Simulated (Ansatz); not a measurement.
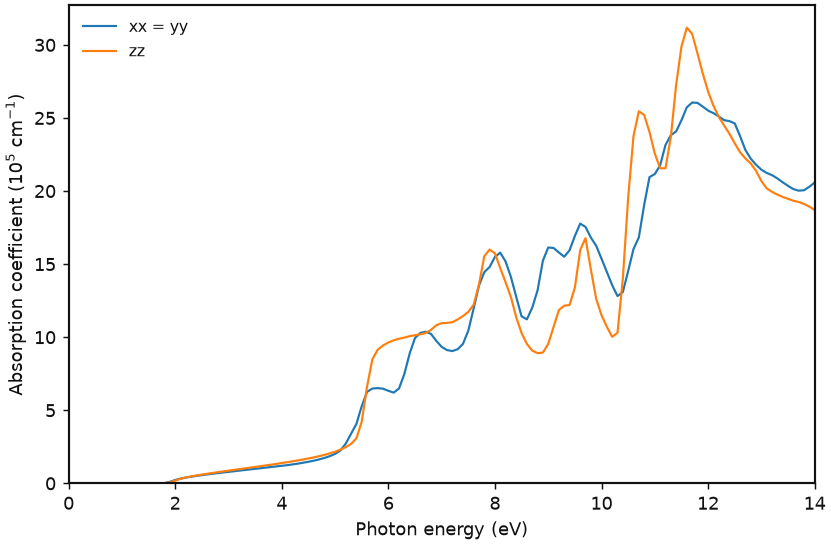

Optical absorption coefficient from interband transitions, 18×18×10 mesh, 0.1 eV broadening.

The material is GaN, space group P6_3mc (No. 186), 4 atoms in the cell.

Method: DFT PBEsol, scalar-relativistic, plane waves, PAW, no spin polarisation, 12×12×6 k mesh, 420 eV cutoff (Ansatz).

Q: Where does absorption set in?

A: The smallest direct gap is 1.88 eV; the absorption coefficient reaches a twentieth of its peak at about 4.3 eV, so absorption builds up slowly above the gap.

Q: Does it absorb visible light at this level?

A: It absorbs visible light at this level: direct transitions start within the visible range (semilocal gaps are too small, so the true onset lies higher).

Q: What does the number of distinct curves say about the crystal?

A: Two diagonal components agree and the third differs: the response is uniaxial.

Q: Where are the main peaks of the absorption coefficient?

A: The most prominent peaks of the absorption coefficient (xx = yy) lie at 8.1 eV (16), 9.6 eV (18) and 11.7 eV (26), heights in 10⁵ cm⁻¹. For zz they lie at 7.9 eV (16), 9.7 eV (17), 10.7 eV (25) and 11.6 eV (31).

Independent particles: no excitons or local fields.
